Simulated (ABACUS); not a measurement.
## ZnS: band-structure run (part 2 of 2)

The same run, continued: ZnS (P6₃mc, 4 atoms in the cell); Kohn-Sham DFT of a periodic cell, PBEsol, GBRV ultrasoft 1.5 PBEsol, no spin polarisation (ABACUS 3.10.1); cutoff 544.23 eV, 6×6×4 k-mesh, fermi-dirac of 0.05 eV. The structure derives from an entry of the Crystallography Open Database.

Geometry of the input (Å; fractional positions):
```
3.8110  0.0000  0.0000
-1.9055  3.3004  0.0000
0.0000  0.0000  6.2340
Zn 0.6667  0.3333  0.5000
Zn 0.3333  0.6667  0.0000
S  0.6667  0.3333  0.8850
S  0.3333  0.6667  0.3850
```

## Output, continued
```
----------------------------------------------------------
 E_KohnSham     -970.7394250492      -13207.5874539135
 E_Harris       -970.3613873965      -13202.4439877782
 E_Fermi        0.5772313608         7.8536355714
----------------------------------------------------------

 PW ALGORITHM --------------- ION=   1  ELEC=   5--------------------------------

 Density error is 5.7077453621e-06
                          Error Threshold = 6.49266421271e-07
----------------------------------------------------------
     Energy           Rydberg                 eV
----------------------------------------------------------
 E_KohnSham     -970.7394766293      -13207.5881556968
 E_Harris       -970.7758637437      -13208.0832277863
 E_Fermi        0.5788499521         7.8756576361
----------------------------------------------------------

 PW ALGORITHM --------------- ION=   1  ELEC=   6--------------------------------

 Density error is 5.06167620918e-07
                          Error Threshold = 1.09764333887e-08
----------------------------------------------------------
     Energy           Rydberg                 eV
----------------------------------------------------------
 E_KohnSham     -970.7394794182      -13207.5881936418
 E_Harris       -970.7146066933      -13207.2497828579
 E_Fermi        0.5790353786         7.8781804926
----------------------------------------------------------

 PW ALGORITHM --------------- ION=   1  ELEC=   7--------------------------------

 Density error is 3.22873216794e-08
                          Error Threshold = 9.73399270996e-10
----------------------------------------------------------
     Energy           Rydberg                 eV
----------------------------------------------------------
 E_KohnSham     -970.7394795655      -13207.5881956456
 E_Harris       -970.7458926946      -13207.6754507429
 E_Fermi        0.5791104124         7.8792013795
----------------------------------------------------------

 PW ALGORITHM --------------- ION=   1  ELEC=   8--------------------------------

 Density error is 4.24663718043e-10
                          Error Threshold = 6.20910032295e-11
----------------------------------------------------------
     Energy           Rydberg                 eV
----------------------------------------------------------
 E_KohnSham     -970.7394795741      -13207.5881957618
 E_KS(sigma->0) -970.7394795741      -13207.5881957617
 E_Harris       -970.7387733661      -13207.5785873093
 E_band         -95.1932914547       -1295.1711751588
 E_one_elec     -908.5706782069      -12361.7382593388
 E_Hartree      467.7189348500       6363.6425764505
 E_xc           -100.2726713605      -1364.2796841838
 E_Ewald        -429.6150648566      -5845.2128286896
 E_entropy(-TS) -0.0000000000        -0.0000000001
 E_descf        0.0000000000         0.0000000000
 E_exx          0.0000000000         0.0000000000
 E_Fermi        0.5791045261         7.8791212928
----------------------------------------------------------

 charge density convergence is achieved
 final etot is -13207.588196 eV
 EFERMI = 7.8791212928 eV

 STATE ENERGY(eV) AND OCCUPATIONS    NSPIN == 1
 1/6 kpoint (Cartesian) = 0.0000 0.0000 0.0000 (2273 pws)
       1       -117.857      0.0138889
       2       -117.857      0.0138889
       3       -72.1878      0.0138889
       4       -72.1877      0.0138889
       5       -72.1870      0.0138889
       6       -72.1870      0.0138889
       7       -72.1870      0.0138889
       8       -72.1870      0.0138889
       9       -6.47250      0.0138889
      10       -5.52920      0.0138889
      11       0.333205      0.0138889
      12       0.333205      0.0138889
      13       0.396632      0.0138889
      14       0.396632      0.0138889
      15       0.409073      0.0138889
      16       0.815504      0.0138889
      17       0.815504      0.0138889
      18       0.897365      0.0138889
      19       0.897365      0.0138889
      20        1.05094      0.0138889
      21        1.50711      0.0138889
      22        5.86822      0.0138889
      23        5.86822      0.0138889
      24        6.72777      0.0138889
      25        6.72777      0.0138889
      26        6.73968      0.0138889
      27        8.84438    5.73500e-11
      28        9.61202    1.23289e-17
      29        12.9156    2.49318e-46
      30        12.9156    2.49317e-46
      31        13.2211    5.52998e-49
      32        14.2394    7.91025e-58
      33        14.2394    7.91025e-58
      34        15.8721    5.20981e-72
      35        16.6856    4.47531e-79
      36        16.6856    4.47531e-79
      37        17.8019    8.99883e-89
      38        18.8587        0.00000

 2/6 kpoint (Cartesian) = -0.16667 0.096225 0.0000 (2243 pws)
       1       -117.857      0.0833333
       2       -117.857      0.0833333
       3       -72.1878      0.0833333
       4       -72.1877      0.0833333
       5       -72.1870      0.0833333
       6       -72.1870      0.0833333
       7       -72.1870      0.0833333
       8       -72.1870      0.0833333
       9       -6.28392      0.0833333
      10       -5.42311      0.0833333
      11       0.319365      0.0833333
      12       0.376030      0.0833333
      13       0.409145      0.0833333
      14       0.452855      0.0833333
      15       0.455248      0.0833333
      16       0.788679      0.0833333
      17       0.811982      0.0833333
      18       0.813544      0.0833333
      19       0.904490      0.0833333
      20        1.12625      0.0833333
      21        1.76310      0.0833333
      22        4.58823      0.0833333
      23        5.36756      0.0833333
      24        5.45201      0.0833333
      25        6.47273      0.0833333
      26        6.50079      0.0833333
      27        10.0085    2.66352e-20
      28        10.6049    1.75936e-25
      29        12.4230    2.83985e-41
      30        13.3983    9.58184e-50
      31        13.4609    2.74443e-50
      32        14.2212    6.82167e-57
      33        14.8418    2.77663e-62
      34        15.0663    3.11463e-64
      35        15.7505    3.55820e-70
      36        16.3324    3.13745e-75
      37        19.1440        0.00000
      38        19.7237        0.00000

 3/6 kpoint (Cartesian) = -0.33333 0.19245 0.0000 (2262 pws)
       1       -117.857      0.0833333
       2       -117.857      0.0833333
       3       -72.1878      0.0833333
       4       -72.1877      0.0833333
       5       -72.1870      0.0833333
       6       -72.1870      0.0833333
       7       -72.1870      0.0833333
       8       -72.1870      0.0833333
       9       -5.83024      0.0833333
      10       -5.23080      0.0833333
      11       0.337357      0.0833333
      12       0.448686      0.0833333
      13       0.458629      0.0833333
      14       0.573814      0.0833333
      15       0.591329      0.0833333
      16       0.742078      0.0833333
      17       0.796747      0.0833333
      18       0.837344      0.0833333
      19       0.919198      0.0833333
      20        1.19686      0.0833333
      21        2.08438      0.0833333
      22        3.13381      0.0833333
      23        3.65984      0.0833333
      24        4.76391      0.0833333
      25        5.77543      0.0833333
      26        5.97800      0.0833333
      27        10.4413    4.63884e-24
      28        10.8459    1.41923e-27
      29        12.2531    8.49222e-40
      30        13.3963    9.97533e-50
      31        13.8385    1.43917e-53
      32        15.0558    3.84649e-64
      33        15.2601    6.46587e-66
      34        16.2719    1.05107e-74
      35        16.9768    7.93685e-81
      36        17.5250    1.37271e-85
      37        18.4109        0.00000
      38        20.0193        0.00000

 4/6 kpoint (Cartesian) = 0.50000 0.86603 0.0000 (2272 pws)
       1       -117.857      0.0416667
       2       -117.857      0.0416667
       3       -72.1877      0.0416667
       4       -72.1877      0.0416667
       5       -72.1870      0.0416667
       6       -72.1870      0.0416667
       7       -72.1870      0.0416667
       8       -72.1870      0.0416667
       9       -5.51602      0.0416667
      10       -5.18726      0.0416667
      11       0.367417      0.0416667
      12       0.474832      0.0416667
      13       0.577655      0.0416667
      14       0.636694      0.0416667
      15       0.673937      0.0416667
      16       0.730518      0.0416667
      17       0.868891      0.0416667
      18       0.929552      0.0416667
      19       0.986433      0.0416667
      20        1.00571      0.0416667
      21        1.86543      0.0416667
      22        2.47621      0.0416667
      23        3.53363      0.0416667
      24        4.45686      0.0416667
      25        5.14380      0.0416667
      26        5.74388      0.0416667
      27        10.2188    1.98339e-22
      28        10.8970    2.55322e-28
      29        11.7800    5.46291e-36
      30        13.7492    4.29063e-53
      31        14.0454    1.14775e-55
      32        15.0374    2.77865e-64
      33        15.6399    1.62259e-69
      34        17.9204        0.00000
      35        18.6934        0.00000
      36        19.1879        0.00000
      37        19.4627        0.00000
      38        19.8601        0.00000

 5/6 kpoint (Cartesian) = -0.16667 0.28868 0.0000 (2259 pws)
       1       -117.857      0.0833333
       2       -117.857      0.0833333
       3       -72.1878      0.0833333
       4       -72.1877      0.0833333
       5       -72.1870      0.0833333
       6       -72.1870      0.0833333
       7       -72.1870      0.0833333
       8       -72.1870      0.0833333
       9       -5.95900      0.0833333
      10       -5.27319      0.0833333
      11       0.357031      0.0833333
      12       0.406929      0.0833333
      13       0.480002      0.0833333
      14       0.487685      0.0833333
      15       0.563338      0.0833333
      16       0.769825      0.0833333
      17       0.779461      0.0833333
      18       0.815594      0.0833333
      19       0.914910      0.0833333
      20        1.17693      0.0833333
      21        2.10139      0.0833333
      22        3.63759      0.0833333
      23        3.97126      0.0833333
      24        4.68022      0.0833333
      25        5.79880      0.0833333
      26        6.04667      0.0833333
      27        11.0700    1.60412e-29
      28        11.6124    3.12084e-34
      29        12.2731    5.68548e-40
      30        12.6107    6.65130e-43
      31        13.7439    9.54107e-53
      32        14.1197    5.20002e-56
      33        15.3212    1.90256e-66
      34        15.5246    3.25773e-68
      35        16.7481    7.68268e-79
      36        16.9386    1.70338e-80
      37        19.3108        0.00000
      38        19.6548        0.00000

 6/6 kpoint (Cartesian) = 0.50000 0.67358 0.0000 (2261 pws)
       1       -117.857       0.166667
       2       -117.857       0.166667
       3       -72.1877       0.166667
       4       -72.1877       0.166667
       5       -72.1870       0.166667
       6       -72.1870       0.166667
       7       -72.1870       0.166667
       8       -72.1870       0.166667
       9       -5.53108       0.166667
      10       -5.17998       0.166667
      11       0.400524       0.166667
      12       0.481233       0.166667
      13       0.611871       0.166667
      14       0.616771       0.166667
      15       0.675500       0.166667
      16       0.735964       0.166667
      17       0.815671       0.166667
      18       0.832960       0.166667
      19       0.944187       0.166667
      20        1.22048       0.166667
      21        1.95596       0.166667
      22        2.77648       0.166667
      23        3.49909       0.166667
      24        3.91381       0.166667
      25        5.14700       0.166667
      26        5.25096       0.166667
      27        11.4243    2.68373e-32
      28        11.6058    7.11784e-34
      29        11.8081    1.24470e-35
      30        13.6273    1.96616e-51
      31        13.7841    8.54613e-53
      32        15.0873    4.09938e-64
      33        15.7355    9.60157e-70
      34        16.2562    2.88044e-74
      35        17.7235    5.18748e-87
      36        18.3578        0.00000
      37        19.2733        0.00000
      38        20.1750        0.00000

------------------------------------------------------------------------------------------
 TOTAL-FORCE (eV/Angstrom)
------------------------------------------------------------------------------------------
                       Zn1         0.0000000000         0.0000000000         0.3081460911
                       Zn2         0.0000000000         0.0000000000         0.3081460911
                        S1         0.0000000000         0.0000000000        -0.3081460911
                        S2         0.0000000000         0.0000000000        -0.3081460911
------------------------------------------------------------------------------------------

----------------------------------------------------------------
 TOTAL-STRESS (KBAR)
----------------------------------------------------------------
        -5.1999116919        -0.0000000000         0.0000000000
         0.0000000000        -5.1999116919         0.0000000000
         0.0000000000         0.0000000000       -24.1085585898
----------------------------------------------------------------
 TOTAL-PRESSURE: -11.502794 KBAR

 --------------------------------------------
 !FINAL_ETOT_IS -13207.5881957617802982 eV
 --------------------------------------------
```

## Standard output
```
ABACUS v3.10.1

               Atomic-orbital Based Ab-initio Computation at UStc

 dft_functional readin is: pbesol
 dft_functional in pseudopot file is: PBEsol
 Please make sure this is what you need
 dft_functional readin is: pbesol
 dft_functional in pseudopot file is: PBEsol
 Please make sure this is what you need

%%%%%%%%%%%%%%%%%%%%%%%%%%%%%%%%%%%%%%%%%%%%%%%%%%%%%%%%%%%%%%%%%%%%%%%%%%%%%%%%%%%%%%%%%%%%%%%%%%%%%%%%%
 Warning: the number of valence electrons in pseudopotential > 12 for Zn: [Ar] 3d10 4s2
 Pseudopotentials with additional electrons can yield (more) accurate outcomes, but may be less efficient.
 If you're confident that your chosen pseudopotential is appropriate, you can safely ignore this warning.
%%%%%%%%%%%%%%%%%%%%%%%%%%%%%%%%%%%%%%%%%%%%%%%%%%%%%%%%%%%%%%%%%%%%%%%%%%%%%%%%%%%%%%%%%%%%%%%%%%%%%%%%%

 UNIFORM GRID DIM        : 30 * 30 * 48
 UNIFORM GRID DIM(BIG)   : 45 * 45 * 72
 UNIFORM GRID DIM(DENSE) : 45 * 45 * 72
 ---------------------------------------------------------
 Self-consistent calculations for electrons
 ---------------------------------------------------------
 SPIN    KPOINTS         PROCESSORS  THREADS
 1       21              4           4
 ---------------------------------------------------------
 Use plane wave basis
 ---------------------------------------------------------
 ELEMENT NATOM       XC
 Zn      2
 S       2
 ---------------------------------------------------------
 Initial plane wave basis and FFT box
 ---------------------------------------------------------
 -------------------------------------------
 SELF-CONSISTENT :
 -------------------------------------------
 START CHARGE      : atomic
 ITER       ETOT/eV          EDIFF/eV         DRHO     TIME/s
 DA1     -1.32066467e+04   0.00000000e+00   1.9579e-01   2.96
 DA2     -1.32071931e+04  -5.46379571e-01   1.1604e-01   1.58
 DA3     -1.32075672e+04  -3.74110545e-01   6.6843e-03   1.47
 DA4     -1.32075875e+04  -2.02403730e-02   3.3762e-04   1.50
 DA5     -1.32075882e+04  -7.01783338e-04   5.7077e-06   1.61
 DA6     -1.32075882e+04  -3.79450118e-05   5.0617e-07   1.82
 DA7     -1.32075882e+04  -2.00373494e-06   3.2287e-08   1.67
 DA8     -1.32075882e+04  -1.16217975e-07   4.2466e-10   1.63
----------------------------------------------------------------
 TOTAL-STRESS (KBAR)
----------------------------------------------------------------
        -5.1999116919        -0.0000000000         0.0000000000
         0.0000000000        -5.1999116919         0.0000000000
         0.0000000000         0.0000000000       -24.1085585898
----------------------------------------------------------------
 TOTAL-PRESSURE: -11.502794 KBAR
```

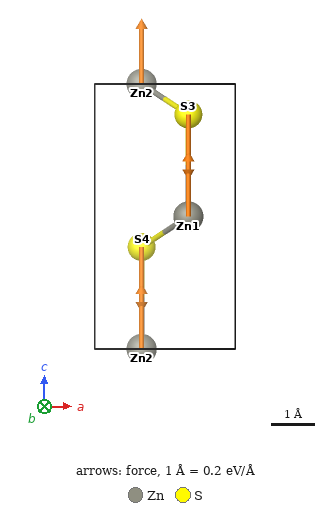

Fig. 1: Forces on the atoms as orange arrows (ball-and-stick view of the cell of the calculation, along the b axis; atoms are numbered from 1 in the order of the input). The largest act on Zn1, Zn2 (0.31 eV/Å); S3, S4 (0.31 eV/Å). The geometry is not a stationary point of this energy.

## Results in brief

| quantity | value |
| --- | --- |
| outcome | converged |
| space group (tolerance 0.01 Å) | P6₃mc (186) |
| electrons treated | 52 |
| free energy | −13207.5882 eV |
| Fermi energy of the self-consistent step | 7.879 eV |
| gap on the k-point mesh | 2.10 eV |
| pressure | −1.15 GPa |
| largest force (length of the vector) | 0.308 eV/Å |
| hardware | 4 threads of Intel Xeon (Granite Rapids), 16 GiB of memory available, shared host |
| wall time | 28 s (CPU time 1.8 min) |
| peak memory | 1.1 GiB |
